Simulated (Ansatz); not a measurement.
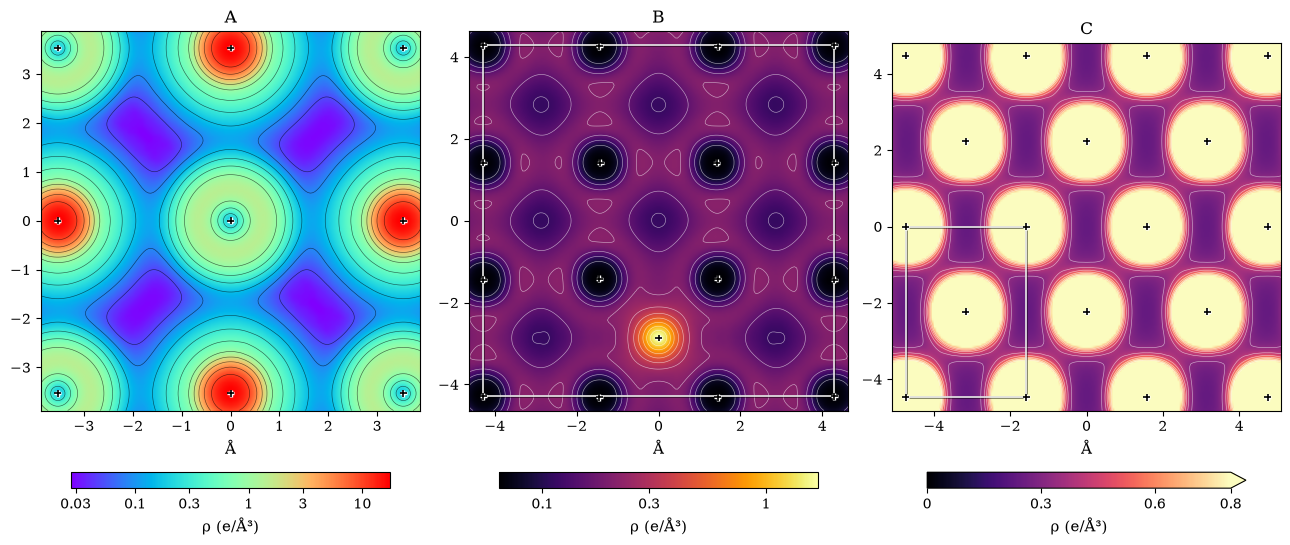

The valence charge density (pseudo) of 3 systems, each on a plane through atoms (crosses mark nuclei in the plane).

Theory: Ansatz, DFT PBE, scalar-relativistic, plane waves, PAW.

System 1: Mo, the (101) plane of the conventional cell. Space group Im-3m; computed without spin polarisation.

```
Mo
1.0
     3.16044    0.00000    0.00000
     0.00000    3.16044    0.00000
     0.00000    0.00000    3.16044
Mo
2
Direct
  0.00000 0.00000 0.00000
  0.50000 0.50000 0.50000
```

System 2: BaTe, the (001) plane of the conventional cell. Space group Fm-3m; a structure from a database of computed crystals, not necessarily the ambient phase.

```xyz
8
Lattice="7.0666 0.0000 0.0000 0.0000 7.0666 0.0000 0.0000 0.0000 7.0666" Properties=species:S:1:pos:R:3 pbc="T T T"
Ba    0.0000    0.0000    0.0000
Ba    3.5333    3.5333    0.0000
Ba    3.5333    0.0000    3.5333
Ba    0.0000    3.5333    3.5333
Te    3.5333    0.0000    0.0000
Te    0.0000    3.5333    0.0000
Te    0.0000    0.0000    3.5333
Te    3.5333    3.5333    3.5333
```

System 3: Al27H (cell with a defect), the (110) plane of the calculation cell. 

```xyz
28
Lattice="6.0624 0.0000 -6.0624 0.0000 6.0624 -6.0624 6.0624 6.0624 0.0000" Properties=species:S:1:pos:R:3 pbc="T T T"
Al   10.0996   10.0968   -8.0864
Al    6.0714    6.0686   -8.0863
Al    8.0858    8.0828   -8.0487
Al    4.0492    2.0204   -6.0638
Al    6.0716    4.0343   -6.0519
Al    8.0856    6.0568   -6.0638
Al    4.0492    6.0569  -10.1004
Al    6.0341    2.0203   -4.0378
Al    8.0857    4.0724   -4.0378
Al    2.0232    4.0463   -6.0639
Al    4.0373    6.0686   -6.0521
Al    6.0596    8.0828   -6.0639
Al    2.0232    2.0203   -4.0378
Al    4.0492    4.0462   -4.0379
Al    6.0597    6.0568   -4.0379
Al    2.0231    6.0569   -8.0742
Al    4.0491    8.0828   -8.0743
Al    6.0714   10.0970   -8.0863
Al    6.0597    4.0463  -10.1004
Al    2.0233    6.0306   -4.0378
Al    4.0752    8.0827   -4.0378
Al    6.0599    2.0204   -8.0742
Al    8.0856    4.0461   -8.0742
Al   10.0996    6.0688   -8.0864
Al    6.0716    6.0688  -12.1144
Al    2.0233    2.0204   -0.0264
Al   10.0998   10.0970  -12.1146
H     8.0854    8.0829  -10.0990
```

Which map belongs to which system?

Answer. Panel A is system 2, BaTe: the plane holds Ba and Te. Ba–Te (3.53 Å): ρ is about 0.13 e/Å³ halfway. Panel B is system 3, Al27H: the plane holds Al and H. Al–H (2.05 Å): ρ is about 0.24 e/Å³ halfway. Panel C is system 1, Mo: the plane holds Mo. Mo–Mo (2.74 Å): ρ is about 0.37 e/Å³ halfway.
